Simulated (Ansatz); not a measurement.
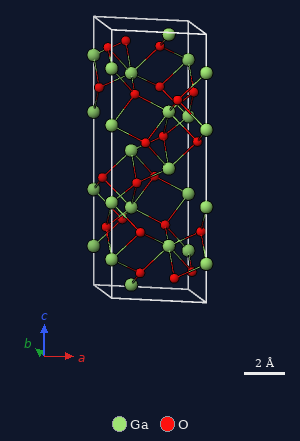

Phonons of solid Ga$_{2}$O$_{3}$, space group R-3c (No. 167), at the zone centre. A ball-and-stick model of the conventional cell (3 times the calculation's cell), seen slightly off an axis. Lengths and directions refer to the drawn axes.

These are results of Ansatz 0.2.0, DFT PBE, scalar-relativistic, plane waves, PAW, not measurements. (plane-wave cutoff 420 eV; k-point mesh 6 × 6 × 6; occupations gaussian; smearing width 0.05 eV; no spin polarisation)

Frequencies are those without the non-analytic (LO–TO) term.

### List the optical modes.

The calculation's cell holds 10 atoms, so there are 27 optical modes, in 17 levels. No level is unstable.

```
level           symmetry  frequency (cm⁻¹)         activity
    1                A₂g               143           silent
    2                A₁g               199     Raman-active
    3                E_u               207  infrared-active
    4                E_g               220     Raman-active
    5                A₂u               249  infrared-active
    6                E_g               267     Raman-active
    7                E_g               308     Raman-active
    8                E_u               309  infrared-active
    9                A₁u               318           silent
   10                E_g               398     Raman-active
   11                E_u               430  infrared-active
   12                A₂g               447           silent
   13                A₂u               499  infrared-active
   14  triply degenerate               526     not assigned
   15                A₁u               576           silent
   16                E_g               634     Raman-active
   17                A₂g               648           silent
```

The modes drawn as arrows (one member of each degenerate set), 6 of the levels:

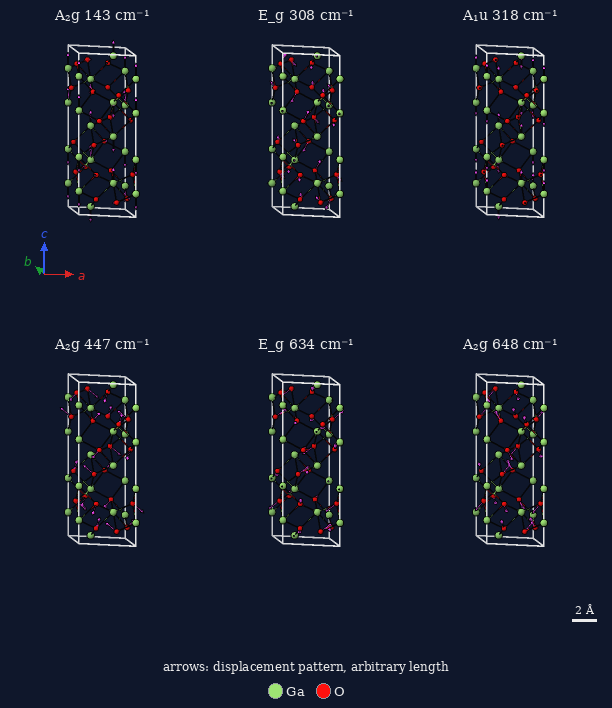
